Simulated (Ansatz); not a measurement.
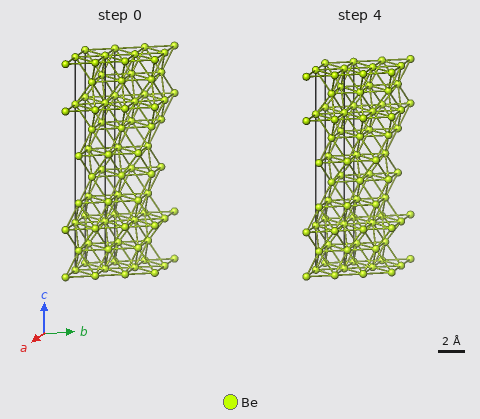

The structure of a crystal of Be (built on the samarium (9R)_166 type) (coarse preliminary run) before (left) and after (right) a relaxation, at one scale.

A ball-and-stick model of the conventional cell (3 times the calculation's cell), repeated 2 × 3 × 1 with one cell outlined, seen slightly off an axis. Lengths and directions refer to the drawn axes.

Case: samarium (9R) type (R-3m, No. 166).

Computed with Ansatz 0.2.0, DFT r2SCAN, scalar-relativistic, plane waves, PAW. Set-up: plane-wave cutoff 500 eV; k-point mesh 9 × 9 × 9; occupations gaussian; smearing width 0.1 eV; no spin polarisation; cell and atoms relaxed; force threshold 0.04 eV/Å; at most 70 steps.

Summarise the run.

Answer. The largest moves relative to the cell, 0.010 Å, are those of Be atoms. The volume changes by −14.4 %, with a = b 2.365 → 2.259 Å (−4.5 %), c 17.142 → 16.081 Å (−6.2 %). Among the contacts that change: Be–Be 2.343 → 2.196 Å, Be–Be 2.343 → 2.220 Å, Be–Be 2.365 → 2.259 Å. The space group stays R-3m (No. 166). The energy falls by 72.9 meV per atom in 3 accepted moves (4 points after the start). Largest force component: 0.12 eV/Å at the start, 0.0017 eV/Å at the end. Pressure: −15.09 GPa at the start and 0.00 GPa at the end. At 1 point the geometry stayed and the basis and grid were re-selected for the new cell (energy shift of less than 0.05 meV per atom at most each time).
